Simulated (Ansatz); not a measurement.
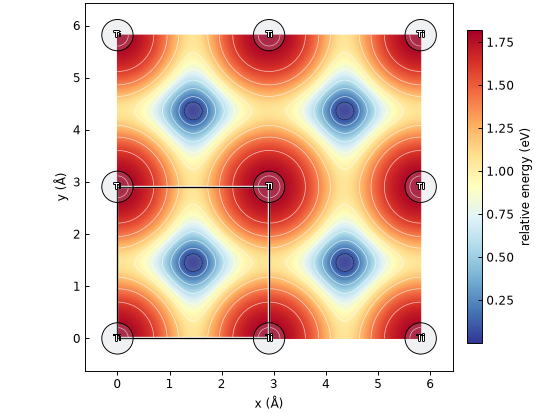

Energy landscape of S on a Ti(100) slab cut from the Fm-3m phase, its upper half relaxed before the scan (12 atoms of substrate and one adsorbate in a 2 × 2 cell). S is moved over the surface cell; relaxed at each place: the height of the adsorbate's atoms; substrate rigid; the origin of the map has the adsorbate above Ti9. Places are given modulo a cell vector. The map is drawn in real space over the plane of the surface. The grid has 6 × 6 points; 10 points were computed and 26 follow by symmetry. Places are given in fractions of the 1 × 1 surface cell. All energies are given in eV relative to the lowest grid point. All numbers below come from Ansatz, DFT PBE, scalar-relativistic, plane waves, PAW. Settings: cutoff 420 eV, k-mesh 5×5×1, gaussian smearing 0.1 eV, no spin polarisation.

The picture shows a smooth colour map with a few white contour lines, labelled circles for the atoms of the top layer and small ones for the second layer, the outline of one cell of the 2 × 2 shown. Between grid points the surface is interpolated. 

What does the map say about the system?

The lowest grid point is at a fourfold hollow over a second-layer Ti atom, (3/6, 3/6) of the cell vectors. It is the only kind of minimum in the scanned range. The highest grid point, the top site over a surface Ti atom, (0/6, 0/6) of the cell vectors, lies 1.82 eV above the lowest. On the interpolated surface the easiest way out of the lowest well to its copy in the next cell or period passes a barrier of about 1.1 eV. At the lowest point the adsorbate has 4 Ti at 2.46 Å as nearest neighbours, at the highest 1 Ti at 2.18 Å. Its relaxed height above the top atom is 1.36 Å at the lowest and 2.18 Å at the highest point.

Each point was launched as `ansatz run input.yaml --threads 4 --pin off --max-ram 12288MiB --backend cpu --events-out ev --progress --plain --runs-dir out`. The whole map (10 points run) took 9.7 min on 4 threads of Arm Neoverse V2 (shared host).

PAW datasets: the set soft_1.
